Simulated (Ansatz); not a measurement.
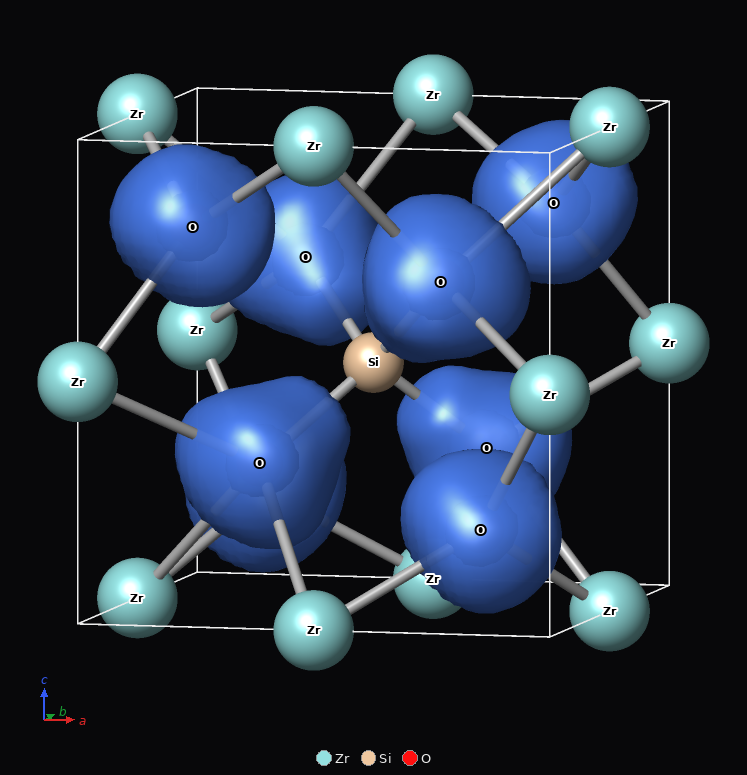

Figure 1: Zr3SiO8. Isosurface of the ELF at 0.7 (blue), seen slightly off an axis. Core shells and regions of very low density are left out. Sticks mark near contacts.

Space group P-43m; a structure generated by program, which may or may not match a known phase.

Computed with DFT PBE, scalar-relativistic, plane waves, PAW in Ansatz.

The calculation's input:

```
crystal:
  lattice:
    - [5.0589370722, 0.0, 0.0]
    - [0.0, 5.0589370722, 0.0]
    - [0.0, 0.0, 5.0589370722]
  atoms:
    - { symbol: Zr, position: [0.5, 0.0, 0.0] }
    - { symbol: Zr, position: [0.0, 0.5, 0.0] }
    - { symbol: Zr, position: [0.0, 0.0, 0.5] }
    - { symbol: Si, position: [0.5, 0.5, 0.5] }
    - { symbol: O, position: [0.8048808206, 0.1951191794, 0.1951191794] }
    - { symbol: O, position: [0.1951191794, 0.8048808206, 0.1951191794] }
    - { symbol: O, position: [0.6924704866, 0.3075295134, 0.6924704866] }
    - { symbol: O, position: [0.3075295134, 0.6924704866, 0.6924704866] }
    - { symbol: O, position: [0.6924704866, 0.6924704866, 0.3075295134] }
    - { symbol: O, position: [0.3075295134, 0.3075295134, 0.3075295134] }
    - { symbol: O, position: [0.8048808206, 0.8048808206, 0.8048808206] }
    - { symbol: O, position: [0.1951191794, 0.1951191794, 0.8048808206] }
basis:
  ecutwfc: 420
kpoints:
  mp_grid: { grid: [6, 6, 6] }
hamiltonian:
  xc: pbe
scf:
  occupations: { method: fixed }
output:
  forces: true
  stress: true
  eigenvalues: true
  write_density: true
  write_potential: true
  elf: true
  volumetric_format: npy
relax:
  adjacent_minimum: "off"
  f_tol: 0.001
  max_steps: 60
  cell: { stress_tol: 0.01 }
```

Launched as:

```sh
ansatz run input.yaml --threads 1 --pin off --max-ram 2560MiB --backend cpu --events-out ev --progress --plain --runs-dir out
```

Below, planes, directions and counts refer to the conventional cell (a = 5.06 Å, b = 5.06 Å, c = 5.06 Å, α = 90.00°, β = 90.00°, γ = 90.00°).

The fields are those of the run's last geometry, not of the input's.

### Identify the bonds, lone pairs and shells in this picture.

At this value the surface marks out four regions on O in which the atom's valence shell and bonds are merged and four regions wrapped around O (the valence shell of each), counted in one cell of 12 atoms. Any copies at cell faces, edges or corners count once.

Values along the shortest contacts:
Si–O (1.69 Å): the ELF peaks at about 0.85 between the atoms (a shared but strongly polarised pair). Zr–O (2.08 Å): the ELF peaks at about 0.80 in the valence shell of O, 0.6 Å from its nucleus, and drops to about 0.25 between the two atoms; no shared electron pair shows on this line.
